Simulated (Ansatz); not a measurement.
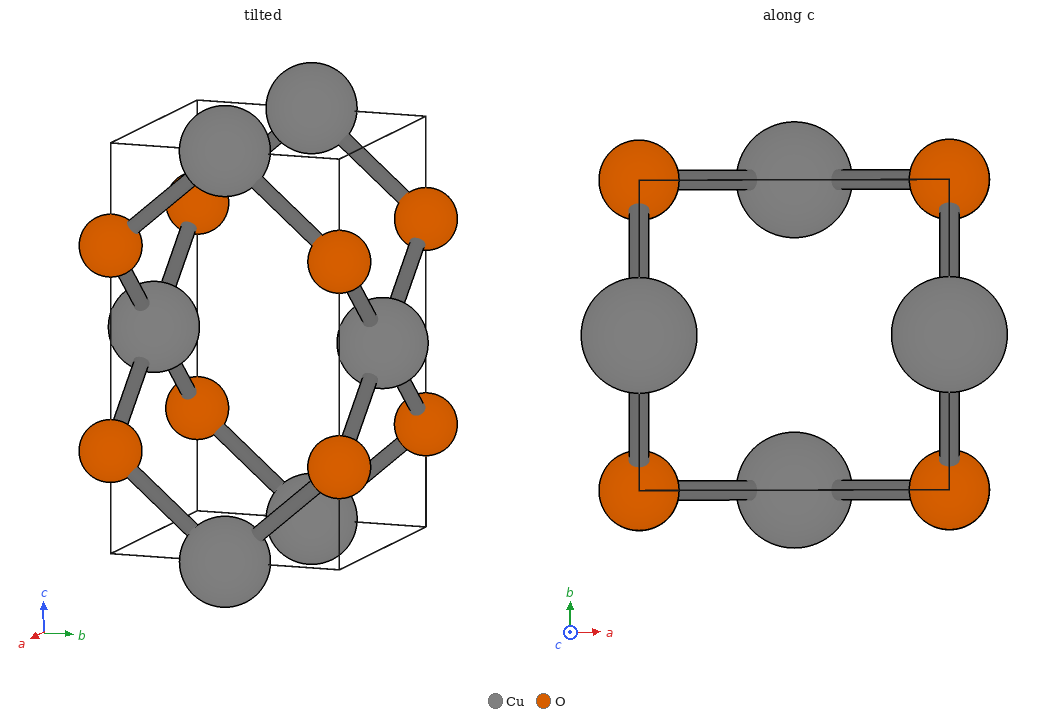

View slightly off an axis and along the c axis, drawn as a ball-and-stick model. The lines enclose the unit cell; boundary atoms appear with their images.

CuO, a = 2.98 Å, b = 2.98 Å, c = 5.09 Å, α = 89.96°, β = 89.96°, γ = 89.83°.

Level of theory: DFT PBEsol, scalar-relativistic, plane waves, PAW (Ansatz). Settings were a kinetic-energy cutoff of 420 eV, a 16×16×10 mesh of k-points, Gaussian smearing of 0.15 eV, no spin polarisation.

Predict the gap.

Answer. A metal: bands cross the Fermi level.

What is the pressure at this volume?

Answer. The computed pressure is -7.9 GPa (stretched: it would shrink).

Starting structure: a structure listed in the Materials Project. The cell was then strained or its atoms displaced on purpose. An electronic-structure calculation with Ansatz was run on it.

At this level of theory the run's own cell isn't at rest (stretched, at -8 GPa), so its distances can differ from those at equilibrium, the more so the softer the solid.
